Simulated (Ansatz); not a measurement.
WS

Input

```
crystal:
  lattice:
    - [3.222814923, 0.0, 0.0]
    - [-1.6114074615, 2.791039595, 0.0]
    - [0.0, 0.0, 6.3091055689]
  atoms:
    - { symbol: W, position: [0.0, 0.0, 0.0] }
    - { symbol: W, position: [0.0, 0.0, 0.5] }
    - { symbol: S, position: [0.3333333333, 0.6666666667, 0.25] }
    - { symbol: S, position: [0.6666666667, 0.3333333333, 0.75] }
basis:
  ecutwfc: 420
kpoints:
  mp_grid: { grid: [18, 18, 8] }
hamiltonian:
  xc: pbesol
scf:
  occupations: { method: gaussian, width: 0.1 }
output:
  forces: true
  stress: true
  eigenvalues: true
  write_density: true
  write_potential: true
  elf: true
  volumetric_format: npy
relax:
  adjacent_minimum: "off"
  f_tol: 0.01
  max_steps: 80
  cell: { stress_tol: 0.05 }
```

Launched as:

```sh
ansatz run input.yaml --threads 1 --pin off --max-ram 2560MiB --backend cpu --events-out ev --progress --plain --runs-dir out
```

Below, planes, directions and counts refer to the conventional cell (a = 3.12 Å, b = 3.12 Å, c = 6.69 Å, α = 90.00°, β = 90.00°, γ = 120.00°).

The fields are those of the relaxed geometry.

Space group P6₃/mmc; started from the nickel arsenide prototype, which need not be the ambient phase.

Theory: Ansatz, DFT PBEsol, scalar-relativistic, plane waves, PAW.

The density is the valence pseudo-density of a PAW calculation; it isn't the true density close to the nuclei.

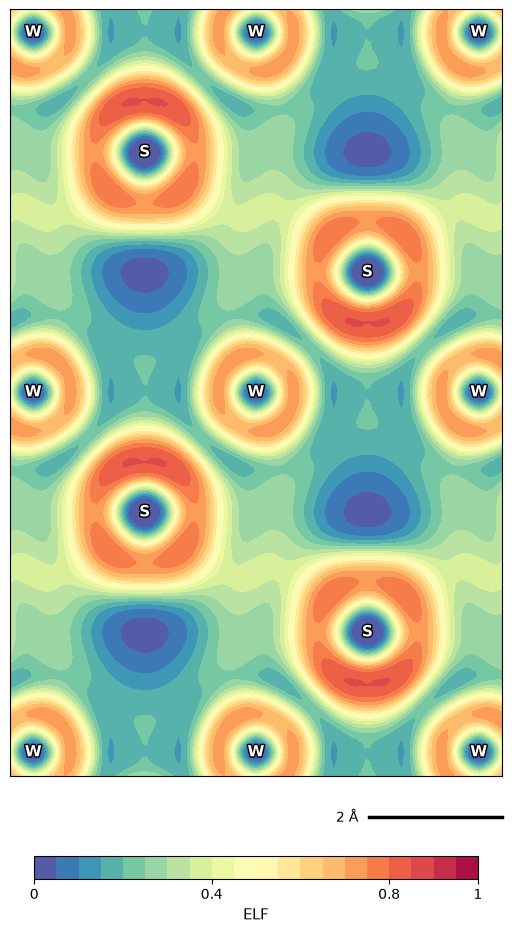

Figure 1. ELF on the (110) plane of the conventional cell.

**Describe what can be read from this map.**

The plane passes through W and S nuclei. W–S (2.46 Å): the ELF peaks at about 0.85 in the valence shell of S, 0.8 Å from its nucleus, and is about 0.35 at the midpoint. The features right at W lie inside the PAW spheres, where the map follows smoothed inner orbitals and isn't to be read closely.

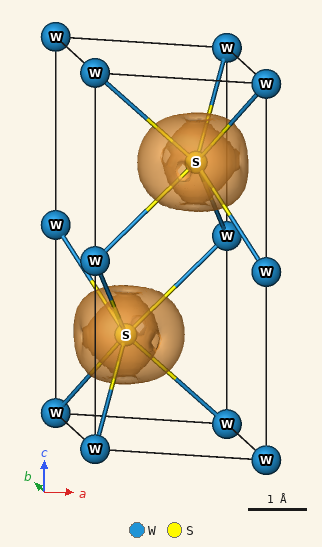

Figure 2. Isosurface of the electron localisation function at 0.75 (orange), seen slightly off an axis. Only the valence region is drawn (cores and ρ < 0.01 e/Å³ removed). Sticks mark near contacts.

**Describe the localisation domains.**

The ELF exceeds this value in two regions wrapped around S (the valence shell of each), counted in one cell of 4 atoms. Regions shared between cells count once.

**Does the calculation give a band gap?**

It is metallic or semimetallic at this level of theory: no gap opens; semilocal functionals without U, or without the true magnetic order, often close the gap of such compounds.
